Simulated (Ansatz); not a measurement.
Run report: Al3Ru2, single-point calculation

Al3Ru2 (I4/mmm, 5 atoms in the cell), computed with DFT PBEsol, scalar-relativistic, plane waves, PAW, no spin polarisation (Ansatz 0.2.0).

The structure derives from a Materials Project entry. It belongs to a series of runs on one base structure; here: bulk in the cell of the (0 0 1) plane. Figures and captions count atoms from 1; the log counts them from 0 in places.

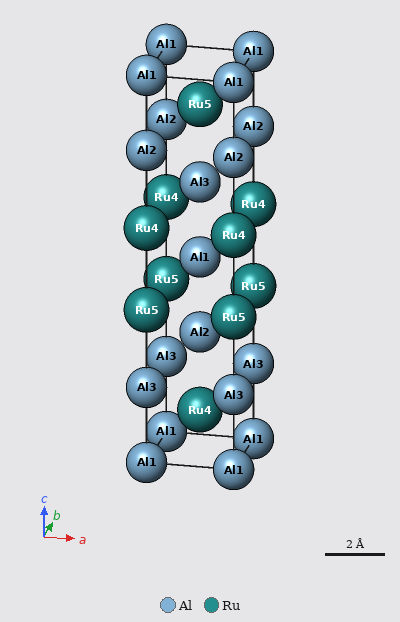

*The structure as given in the input (spheres-only view of the cell 2 times as large as that of the calculation, set on its symmetry axes, seen at an oblique angle; atoms are numbered from 1 in the order of the input). An atom can appear more than once, as a periodic image.*

## Summary

| quantity | value |
| --- | --- |
| outcome | converged |
| space group (tolerance 0.01 Å) | I4/mmm (139) |
| electrons treated | 41 |
| free energy | −13210.0212 eV |
| Fermi energy | 14.725 eV |
| gap on the k-point mesh | none (metallic) |
| pressure | −0.01 GPa |
| largest force (length of the vector) | 0.011 eV/Å |
| hardware | 1 thread of Intel Xeon @ 2.50GHz (Skylake/Cascade Lake), 189 GiB of memory available, shared host |
| wall time | 29 s |
| peak memory | 0.51 GiB |

## Remarks

Warnings of the run: the k-point mesh lowers the symmetry that the run can use.

## The input
```yaml
crystal:
  lattice:
    - [3.0733627996, 0.0, 0.0]
    - [0.0, 3.0733627996, 0.0]
    - [1.5366813998, -1.5366813998, 7.1258323344]
  atoms:
    - { symbol: Al, position: [0.0, 0.0, 0.0] }
    - { symbol: Al, position: [0.1937432188, 0.8062567812, 0.6125135624] }
    - { symbol: Al, position: [0.8062567812, 0.1937432188, 0.3874864376] }
    - { symbol: Ru, position: [0.3943415867, 0.6056584133, 0.2113168265] }
    - { symbol: Ru, position: [0.6056584133, 0.3943415867, 0.7886831735] }
basis:
  ecutwfc: 420
kpoints:
  mp_grid: { grid: [11, 11, 5] }
hamiltonian:
  xc: pbesol
scf:
  occupations: { method: gaussian, width: 0.1 }
output:
  forces: true
  stress: true
  eigenvalues: true
```

Launched with:
```bash
ansatz run input.yaml --threads 1 --pin off --max-ram 2560MiB --backend cpu --events-out ev --progress --plain --runs-dir out
```

## Log
```
Warning: crystal.symmetry: narrowed to the stabiliser of the k-point mesh — unitary ops 16 → 4; excluded 12 operations that carry a point of the 11×11×5 mesh (shift [0, 0, 0]) off the mesh (the run samples exactly the mesh kpoints.mp_grid names, as under crystal.symmetry.detect: false, and its converged state has the mesh's symmetry, not the crystal's; ε∞, the Born charges and the force constants of a linear response (`dielectric:` by the response, `phonons.method: dfpt`) are averaged over those of the crystal's operations that the state keeps within a tolerance, where `mesh_tensors`, `unaveraged_element` or `gamma_mean_max_change_ev_ang2` stands beside them; a row that `dielectric.field_direction` solves alone is averaged likewise, with nothing beside; a Γ-centred mesh of equal divisions is mapped onto itself by every operation and keeps the whole group, as does a half-shifted one under kpoints.further_shifts: images)
Engine: ansatz 0.2.0, x86_64-unknown-linux-gnu
Pseudopotentials: kind: paw
Pseudopotential: Al, paw, valence charge 3, recommended cutoff 420 eV (normal), Al.paw.azcp
Pseudopotential: Ru, paw, valence charge 16, recommended cutoff 420 eV (normal), Ru.paw.azcp
Functional definition: PBEsol
  exchange = pbesol_x
  correlation = pbesol_c
Crystal: 5 atoms, lattice volume = 67.307 Å³
Basis set: ecut = 420 eV, 1315 PW (Γ), exchange–correlation on 48×48×100 points (8 copies of the dense FFT grid, shifted against one another)
Bands: 26, of which v1, the nominal top of the filled ones, is band 21 counted from 1 (20 counted from 0)
Symmetry: 4 space group operations
k-points: 168 of 605
Non-local potential: Al, projectors of the file, l = 0: 2, l = 1: 2, l = 2: 1
Non-local potential: Ru, projectors of the file, l = 0: 3, l = 1: 2, l = 2: 2, l = 3: 1
PAW form: soft (Blöchl's): semilocal exchange-correlation on the pseudo side does not see the compensation charge
PAW frozen core: Al, regenerated for the run's functional, and the local potential with it (the file was generated under x = pbe(κ = 0.804, μ = 0.2195149727645171), c = pbe(β = 0.06672455060314922))
PAW frozen core: Ru, regenerated for the run's functional, and the local potential with it (the file was generated under x = pbe(κ = 0.804, μ = 0.2195149727645171), c = pbe(β = 0.06672455060314922))
PAW one-centre angular grid: Al, 110 points (default); XC on 64 Gauss nodes
PAW one-centre angular grid: Ru, 590 points (default); XC on 64 Gauss nodes
Initial density: superposition of atomic densities (neutral atoms: chi_scale 0, normalization atom), corrected by the library's trained network
Initial wavefunctions: pseudopotential atomic-orbital guess
Functional: x = pbesol(κ = 0.804, μ = 0.12345679012345678), c = pbesol(β = 0.046)
SCF iter   1: F=—  HF=-13210.025787 eV  |F-HF|=—  |Δ(HF+E_count)|=         —  Δρ=4.19e-3  dr2=2.22e-2  ethr=1.77e-3  ⟨swp⟩=6.4  Hψ=20374  notcnv=0
preconditioner: auto → Kerker (q_TF=auto, 2.512 Å⁻¹)  [metal: Δε(μ)=0.025 eV  Ē_g=6.646 eV  σ=0.100 eV  W_gap=0.14  n_scr=20 (ndim 8)  ℏωp=22.6 eV  f_vac=0.000  D(μ)=1.65/eV (n_scr^D=12)]
SCF iter   2: F=—  HF=-13210.022813 eV  |F-HF|=—  |Δ(HF+E_count)|=   2.97e-3  Δρ=2.25e-3  dr2=8.06e-3  ethr=5.41e-5  ⟨swp⟩=1.0  Hψ=5712  notcnv=0
SCF iter   3: F=—  HF=-13210.021281 eV  |F-HF|=—  |Δ(HF+E_count)|=   1.53e-3  Δρ=3.87e-4  dr2=1.87e-4  ethr=1.97e-5  ⟨swp⟩=2.1  Hψ=5775  notcnv=0
SCF iter   4: F=—  HF=-13210.021233 eV  |F-HF|=—  |Δ(HF+E_count)|=   4.89e-5  Δρ=9.97e-5  dr2=1.19e-5  ethr=4.57e-7  ⟨swp⟩=2.1  Hψ=6922  notcnv=0
SCF iter   5: F=—  HF=-13210.021202 eV  |F-HF|=—  |Δ(HF+E_count)|=   3.01e-5  Δρ=2.74e-5  dr2=7.67e-7  ethr=2.89e-8  ⟨swp⟩=2.3  Hψ=6403  notcnv=0
SCF iter   6: F=-13210.021202 eV  HF=-13210.021202 eV  |F-HF|=1.79e-8  |Δ(HF+E_count)|=   2.50e-7  Δρ=7.51e-6  dr2=2.93e-8  ethr=2.44e-10  ⟨swp⟩=7.9  Hψ=20424  notcnv=0
SCF 1 converged in 6 iterations: F = -13210.021202 eV  dr2 = 2.93e-8
  greatest PAW one-centre occupation: 0.999 electrons in one spin orbital (limit 2), on the Ru atom at site 4 (counted from 0), in its partial waves of l = 0
SCF converged after 6 iterations
Free energy (F): -13210.021202 eV
Harris-Foulkes:  -13210.021202 eV  (|F-HF|=1.79e-8)
Internal energy: -13210.013131 eV  (E = F + TS)
E sigma→0 (E₀):  -13210.017167 eV
Entropy (-TS):   -0.008071 eV (-1.614 meV/atom)
Fermi energy:    14.724774 eV
--- Per-component energies (eV) ---
  E_band       = -265.429738
  E_kinetic    = 1112.509414
  E_local      = -4081.794149  (includes V_loc(G=0)·N_el)
  E_nonlocal   = 723.046307
  E_hartree    = 1505.880003
  E_xc         = -502.586707
  E_vxc        = -571.899973  (∫ρ·V_xc dr)
  E_paw        = -8165.627740  (= ΣΔE_a)
  E_vpaw       = -459.046545  (= ΣTr[D̂ρ^β])
  E_aug_tail   = -0.000385  (compensation charges beyond the density's cutoff)
  E_ewald      = -3802.003883
  E_core_change = 0.564009  (= ΣΔE_core)
  E_smearing   = -0.008071  (= −TS)
  E_closure    = -0.000000  (closes the sum)
  Σ components = -13210.021202   (vs F -13210.021202, Δ=0.00e0)
--- Forces (eV/Å), atoms counted from 1 ---
  atom   1  Al     0.00000000     0.00000000     0.00000000
  atom   2  Al     0.00022949    -0.00022949     0.01111240
  atom   3  Al    -0.00022949     0.00022949    -0.01111240
  atom   4  Ru     0.00048619    -0.00048619    -0.00402948
  atom   5  Ru    -0.00048619     0.00048619     0.00402948
  max |Σ_I F_I| component: 0.00e0 eV/Å
--- Stress (GPa, compression-positive) ---
       -0.001802      -0.051138      -0.000827
       -0.051138      -0.001802       0.000827
       -0.000827       0.000827      -0.027031
  P = ⅓ Tr σ = -0.0102 GPa (-0.102 kbar)
--- Band table (eV; the first three rows and the last of 168) ---
  k-point 0: bands = ["-57.0582", "-57.0510", "-27.1506", "-27.0834", "-27.0833", "-27.0752", "-27.0751", "-27.0523", "4.3740", "7.3290", "7.5323", "11.0079", "11.2468", "11.5155", "13.2375", "13.3523", "13.3523", "13.8839", "13.8840", "14.5133", "14.6542", "18.1496", "19.3902", "20.1740", "20.1744", "20.7313"]
  k-point 1: bands = ["-57.0581", "-57.0510", "-27.1500", "-27.0834", "-27.0833", "-27.0751", "-27.0750", "-27.0529", "4.4876", "6.4890", "8.4404", "10.9320", "11.2081", "11.5606", "13.0955", "13.2561", "13.2561", "14.0208", "14.0208", "14.5183", "14.6489", "17.6035", "19.5927", "19.5930", "20.3236", "20.7095"]
  k-point 2: bands = ["-57.0581", "-57.0510", "-27.1490", "-27.0835", "-27.0834", "-27.0751", "-27.0750", "-27.0538", "4.7679", "5.7814", "9.2712", "10.7197", "11.1610", "11.6181", "12.8327", "13.1489", "13.1489", "14.1975", "14.1975", "14.5276", "14.6392", "17.1883", "19.1313", "19.1316", "20.4716", "21.5730"]
  k-point 167: bands = ["-57.0367", "-57.0298", "-27.2219", "-27.2217", "-27.2117", "-27.2113", "-27.1158", "-27.0242", "8.5731", "9.1935", "10.1763", "10.2515", "10.9512", "11.7678", "11.9062", "12.9786", "12.9790", "13.7186", "15.2713", "15.4254", "15.5397", "15.8330", "16.9360", "16.9678", "18.5092", "18.9444"]
```

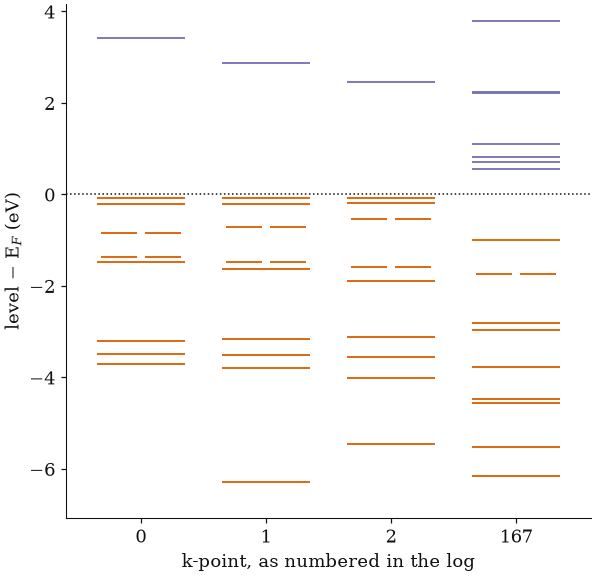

*Kohn–Sham levels near the Fermi level (dotted) at the few k-points that the log prints; levels within 0.02 eV of each other stand side by side.*

The system is metallic on the full mesh.
